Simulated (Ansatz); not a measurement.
# Does disorder add resistance in series? Nb(100) layers with 12.5 % Rh

Two lengths of the disordered region are known. What area resistance does the third give?

**Method.** Ansatz 0.2.0, plane waves with PAW datasets at their recommended cutoffs (420 eV for most), Fermi-Dirac smearing; ballistic transmission by layer matching. The area resistance is RA = A (h/2e²)(1/T − 1/N), with T the zone-mean transmission per spin and N the lead's channels, both averaged over a few energies near the Fermi level; for magnets each spin is taken apart, with h/e², and the two conduct in parallel. Lateral cell 2x2, PBE, a fresh random draw for each length.

The runs, with one result withheld:

```tsv
length (Å)	channels N	RA (fΩ m²)
6.61	10.73	0.381
13.2	10.86	0.613
19.8	10.73	?
```

**Estimate by hand.**

Ohm's law makes RA linear in the length: the slope is (0.613 − 0.381)/(13.2 − 6.61) = 0.0352 fΩ m² per Å, or 35 µΩ cm. Then 0.613 + 0.0352 × 6.61. Predicted: 0.846 fΩ m².

What the run gave:

0.850 fΩ m², so the prediction is 0.49 % too low. The three lengths together give 36 µΩ cm. The two increments are 0.23 and 0.24 fΩ m², roughly as Ohm's law has it, though with one draw for each length that is a weak test.

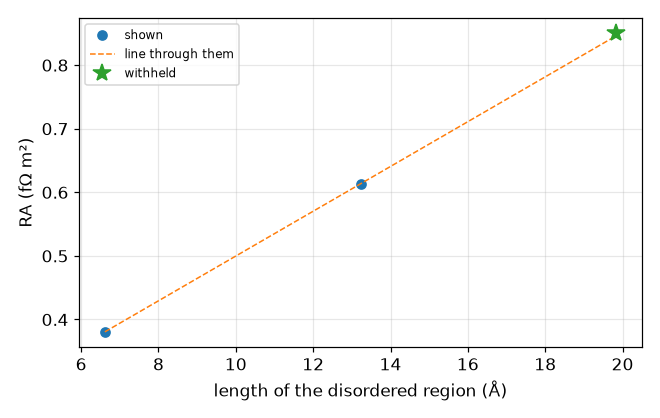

Area resistance against length.

**Limits.** The scatterers repeat sideways with the small cell. The slope is a raw one; a model of isotropic scattering puts it 1.02 times the bulk value over these lengths. Atoms sit unrelaxed on the host's lattice, and the pair may not mix at random in practice.

[Logs are printed without paths, hosts, clocks, repeated set-up lines and the standing remarks that a program may print on its own settings, such as how far it seeks lower states.]
